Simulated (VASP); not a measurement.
# Run report: Co, geometry relaxation (part 2 of 3)

The same run, continued: Co (P6₃/mmc, 2 atoms in the cell); Kohn-Sham DFT of a periodic cell, LDA, VASP PAW LDA potentials, recommended, spin-polarised (VASP 6.6.1); cutoff 600 eV, 10×10×6 k-mesh, fermi-dirac of 0.05 eV, collinear spins. The structure derives from a Materials Project entry.

Geometry of the input (Å; fractional positions):
```
2.4720  0.0000  0.0000
-1.2360  2.1408  0.0000
0.0000  0.0000  4.0211
Co 0.6667  0.3333  0.7500
Co 0.3333  0.6667  0.2500
```

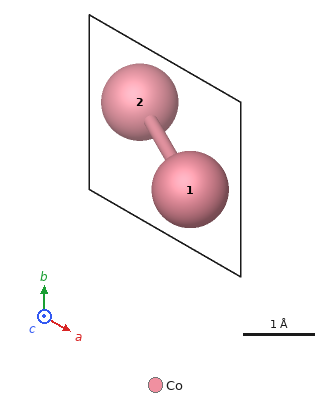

The starting structure (ball-and-stick view of the cell of the calculation, along the c axis; atoms are numbered from 1 in the order of the input). An atom can appear more than once, as a periodic image.

Parts of OUTCAR, continued:
```
   k-points           NKPTS =     56   k-points in BZ     NKDIM =     56   number of bands    NBANDS=     15
   number of dos      NEDOS =    301   number of ions     NIONS =      2
   total plane-waves  NPLWV =  12800
   dimension x,y,z NGX =    20 NGY =   20 NGZ =   32
   dimension x,y,z NGXF=    40 NGYF=   40 NGZF=   64
   ions per type =               2
   NGX,Y,Z   is equivalent  to a cutoff of  13.45, 13.45, 13.23 a.u.
   NGXF,Y,Z  is equivalent  to a cutoff of  26.90, 26.90, 26.46 a.u.
 SYSTEM =  Co
   PREC   = accura    normal or accurate (medium, high low for compatibility)
   ISTART =      0    job   : 0-new  1-cont  2-samecut
   ICHARG =      2    charge: 1-file 2-atom 10-const
   ISPIN  =      2    spin polarized calculation?
   LNONCOLLINEAR =      F non collinear calculations
   LSORBIT =      F    spin-orbit coupling
   LASPH  =      T    aspherical Exc in radial PAW
   ENCUT  =  600.0 eV  44.10 Ry    6.64 a.u.   4.94  4.94  8.03*2*pi/ulx,y,z
   NELM   =    120;   NELMIN=  2; NELMDL= -5     # of ELM steps
   EDIFF  = 0.1E-05   stopping-criterion for ELM
   LREAL  =      F    real-space projection
   EDIFFG = -.1E-01   stopping-criterion for IOM
   NSW    =     60    number of steps for IOM
   IBRION =      2    ionic relax: 0-MD 1-quasi-New 2-CG
   NFREE  =      1    steps in history (QN), initial steepest desc. (CG)
   ISIF   =      3    stress and relaxation
   ISYM   =      2    0-nonsym 1-usesym 2-fastsym
   POTIM  = 0.5000    time-step for ionic-motion
   TEBEG  =    0.0;   TEEND  =   0.0 temperature during run
   PSTRESS=    0.0 pullay stress
   NELECT =      18.0000    total number of electrons
   NUPDOWN=      -1.0000    fix difference up-down
   EMIN   =  10.00;   EMAX   =-10.00  energy-range for DOS
   EFERMI =   0.00;   METHOD = LEGACY
   ISMEAR =    -1;   SIGMA  =   0.05  broadening in eV -4-tet -1-fermi 0-gaus
   EFERMI_NEDOS =   21; number of points for ismear=-14 and -15
   IALGO  =     38    algorithm
   IMIX   =      4    mixing-type and parameters
     AMIX     =   0.40;   BMIX     =  1.00
     AMIX_MAG =   1.60;   BMIX_MAG =  1.00
  volume/ion in A,a.u.               =      10.64        71.80
  Fermi-wavevector in a.u.,A,eV,Ry     =   1.548246  2.925761 32.614055  2.397065
  Thomas-Fermi vector in A             =   2.653224
   LORBIT       =     11    0 simple, 1 ext, 2 COOP (PROOUT), +10 PAW based schemes
   GGA     = CA    functional components
   LHFCALC =     F    Hartree Fock is set to
   AEXX    =    0.0000 exact exchange contribution
   IVDW    =     0    specifies the selected vdW correction
   LEPSILON=     F    determine dielectric tensor
   LRPA    =     F    only Hartree local field effects (RPA)
 conjugate gradient relaxation of ions
 spin polarized calculation
  energy-cutoff  :      600.00
  volume of cell :       21.28
 maximum number of plane-waves:       726
 NGX is ok and might be reduce to    20
   NGX =  9   NGY =  9   NGZ = 17

--------------------------------------- Ionic step        1  -------------------------------------------

 number of electron      17.9999997 magnetization       3.1082782

 Free energy of the ion-electron system (eV)
  ---------------------------------------------------
  ext. energy  EPLUGINS =         0.00000000
  ---------------------------------------------------
  free energy    TOTEN  =       -16.18362265 eV

  energy without entropy =      -16.16594628  energy(sigma->0) =      -16.17478447

------------------------ aborting loop because EDIFF is reached ----------------------------------------

  FORCE on cell =-STRESS in cart. coord.  units (eV):
  Direction    XX          YY          ZZ          XY          YZ          ZX
  --------------------------------------------------------------------------------------
  -------------------------------------------------------------------------------------
  Total       -1.8649068     -1.8649068     -2.2541159      0.0000000      0.0000000      0.0000000
  in kB     -140.4075785   -140.4075785   -169.7108733      0.0000000      0.0000000      0.0000000
  external PRESSURE =    -150.1753435 kB  Pullay stress =       0.0000000 kB

 VOLUME and BASIS-vectors are now :
 -----------------------------------------------------------------------------
  energy-cutoff  :      600.00
  volume of cell :       21.28
      direct lattice vectors                 reciprocal lattice vectors
     2.471999903  0.000000000  0.000000000     0.404530760  0.233555943  0.000000000
    -1.235999952  2.140814714  0.000000000     0.000000000  0.467111887  0.000000000
     0.000000000  0.000000000  4.021144080     0.000000000  0.000000000  0.248685444

 POSITION                                       TOTAL-FORCE (eV/Angst)
 -----------------------------------------------------------------------------------
      1.23600      0.71360      3.01586        -0.000000      0.000000      0.000000
     -0.00000      1.42721      1.00529         0.000000     -0.000000      0.000000
 -----------------------------------------------------------------------------------
    total drift:                                0.000000     -0.000000     -0.000000

  FREE ENERGIE OF THE ION-ELECTRON SYSTEM (eV)
  ---------------------------------------------------
  free  energy   TOTEN  =       -16.1836226478 eV

  energy  without entropy=      -16.1659462831  energy(sigma->0) =      -16.17478447

--------------------------------------- Ionic step        2  -------------------------------------------

 number of electron      17.9999998 magnetization       2.6811021

------------------------ aborting loop because EDIFF is reached ----------------------------------------

  FORCE on cell =-STRESS in cart. coord.  units (eV):
  Direction    XX          YY          ZZ          XY          YZ          ZX
  --------------------------------------------------------------------------------------
  -------------------------------------------------------------------------------------
  Total        2.9467850      2.9467850      3.0224621     -0.0000000      0.0000000      0.0000000
  in kB      257.2411211    257.2411211    263.8473936     -0.0000000      0.0000000      0.0000000
  external PRESSURE =     259.4432119 kB  Pullay stress =       0.0000000 kB

 VOLUME and BASIS-vectors are now :
 -----------------------------------------------------------------------------
  energy-cutoff  :      600.00
  volume of cell :       18.35
      direct lattice vectors                 reciprocal lattice vectors
     2.360799393 -0.000000000  0.000000000     0.423585334  0.244557107  0.000000000
    -1.180399697  2.044512248 -0.000000000     0.000000000  0.489114213 -0.000000000
    -0.000000000  0.000000000  3.802505357    -0.000000000  0.000000000  0.262984508

 POSITION                                       TOTAL-FORCE (eV/Angst)
 -----------------------------------------------------------------------------------
      1.18040      0.68150      2.85188        -0.000000      0.000000      0.000000
     -0.00000      1.36301      0.95063         0.000000     -0.000000      0.000000
 -----------------------------------------------------------------------------------
    total drift:                                0.000000     -0.000000     -0.000000

  FREE ENERGIE OF THE ION-ELECTRON SYSTEM (eV)
  ---------------------------------------------------
  free  energy   TOTEN  =       -16.1394938369 eV

  energy  without entropy=      -16.1203470177  energy(sigma->0) =      -16.12992043

--------------------------------------- Ionic step        3  -------------------------------------------

 number of electron      18.0000002 magnetization       2.9052411

------------------------ aborting loop because EDIFF is reached ----------------------------------------

  FORCE on cell =-STRESS in cart. coord.  units (eV):
  Direction    XX          YY          ZZ          XY          YZ          ZX
  --------------------------------------------------------------------------------------
  -------------------------------------------------------------------------------------
  Total        0.0351345      0.0351345     -0.1735723      0.0000000     -0.0000000      0.0000000
  in kB        2.8272854      2.8272854    -13.9674182      0.0000000     -0.0000000      0.0000000
  external PRESSURE =      -2.7709492 kB  Pullay stress =       0.0000000 kB

 VOLUME and BASIS-vectors are now :
 -----------------------------------------------------------------------------
  energy-cutoff  :      600.00
  volume of cell :       19.91
      direct lattice vectors                 reciprocal lattice vectors
     2.421298714 -0.000000000  0.000000000     0.413001500  0.238446527  0.000000000
    -1.210649357  2.096906197 -0.000000000     0.000000000  0.476893054 -0.000000000
    -0.000000000  0.000000000  3.921457098    -0.000000000  0.000000000  0.255007252

 POSITION                                       TOTAL-FORCE (eV/Angst)
 -----------------------------------------------------------------------------------
      1.21065      0.69897      2.94109        -0.000000      0.000000      0.000000
     -0.00000      1.39794      0.98036         0.000000     -0.000000     -0.000000
 -----------------------------------------------------------------------------------
    total drift:                                0.000000     -0.000000     -0.000000

  FREE ENERGIE OF THE ION-ELECTRON SYSTEM (eV)
  ---------------------------------------------------
  free  energy   TOTEN  =       -16.2549384701 eV

  energy  without entropy=      -16.2414776697  energy(sigma->0) =      -16.24820807

--------------------------------------- Ionic step        4  -------------------------------------------

 number of electron      18.0000002 magnetization       2.9021160

------------------------ aborting loop because EDIFF is reached ----------------------------------------

  FORCE on cell =-STRESS in cart. coord.  units (eV):
  Direction    XX          YY          ZZ          XY          YZ          ZX
  --------------------------------------------------------------------------------------
  -------------------------------------------------------------------------------------
  Total        0.0670941      0.0670941     -0.1375879      0.0000000      0.0000000      0.0000000
  in kB        5.4063596      5.4063596    -11.0866616      0.0000000      0.0000000      0.0000000
  external PRESSURE =      -0.0913141 kB  Pullay stress =       0.0000000 kB

 VOLUME and BASIS-vectors are now :
 -----------------------------------------------------------------------------
  energy-cutoff  :      600.00
  volume of cell :       19.88
      direct lattice vectors                 reciprocal lattice vectors
     2.420284690 -0.000000000  0.000000000     0.413174534  0.238546429  0.000000000
    -1.210142345  2.096028026 -0.000000000     0.000000000  0.477092857 -0.000000000
    -0.000000000  0.000000000  3.919463357    -0.000000000  0.000000000  0.255136969

 POSITION                                       TOTAL-FORCE (eV/Angst)
 -----------------------------------------------------------------------------------
      1.21014      0.69868      2.93960        -0.000000     -0.000000      0.000000
     -0.00000      1.39735      0.97987         0.000000      0.000000     -0.000000
 -----------------------------------------------------------------------------------
    total drift:                                0.000000     -0.000000     -0.000000

  FREE ENERGIE OF THE ION-ELECTRON SYSTEM (eV)
  ---------------------------------------------------
  free  energy   TOTEN  =       -16.2549745884 eV

  energy  without entropy=      -16.2415453087  energy(sigma->0) =      -16.24825995

--------------------------------------- Ionic step        5  -------------------------------------------

 number of electron      18.0000002 magnetization       2.8990422

------------------------ aborting loop because EDIFF is reached ----------------------------------------

  FORCE on cell =-STRESS in cart. coord.  units (eV):
  Direction    XX          YY          ZZ          XY          YZ          ZX
  --------------------------------------------------------------------------------------
  -------------------------------------------------------------------------------------
  Total        0.1116617      0.1116617     -0.0882451     -0.0000000     -0.0000000      0.0000000
  in kB        9.0099257      9.0099257     -7.1204540     -0.0000000     -0.0000000      0.0000000
  external PRESSURE =       3.6331324 kB  Pullay stress =       0.0000000 kB

 VOLUME and BASIS-vectors are now :
 -----------------------------------------------------------------------------
  energy-cutoff  :      600.00
  volume of cell :       19.86
      direct lattice vectors                 reciprocal lattice vectors
     2.419250385 -0.000000000  0.000000000     0.413351179  0.238648415  0.000000000
    -1.209625193  2.095132292 -0.000000000     0.000000000  0.477296829 -0.000000000
    -0.000000000  0.000000000  3.917429742    -0.000000000  0.000000000  0.255269415

 POSITION                                       TOTAL-FORCE (eV/Angst)
 -----------------------------------------------------------------------------------
      1.20963      0.69838      2.93807         0.000000     -0.000000      0.000000
     -0.00000      1.39675      0.97936        -0.000000      0.000000     -0.000000
 -----------------------------------------------------------------------------------
    total drift:                                0.000000     -0.000000     -0.000000

  FREE ENERGIE OF THE ION-ELECTRON SYSTEM (eV)
  ---------------------------------------------------
  free  energy   TOTEN  =       -16.2549487697 eV

  energy  without entropy=      -16.2415481370  energy(sigma->0) =      -16.24824845

--------------------------------------- Ionic step        6  -------------------------------------------

 number of electron      18.0000004 magnetization       2.8996200

------------------------ aborting loop because EDIFF is reached ----------------------------------------

  FORCE on cell =-STRESS in cart. coord.  units (eV):
  Direction    XX          YY          ZZ          XY          YZ          ZX
  --------------------------------------------------------------------------------------
  -------------------------------------------------------------------------------------
  Total        0.0451833      0.0451833      0.0444890      0.0000000     -0.0000000      0.0000000
  in kB        3.6450043      3.6450043      3.5889929      0.0000000     -0.0000000      0.0000000
  external PRESSURE =       3.6263338 kB  Pullay stress =       0.0000000 kB

 VOLUME and BASIS-vectors are now :
```
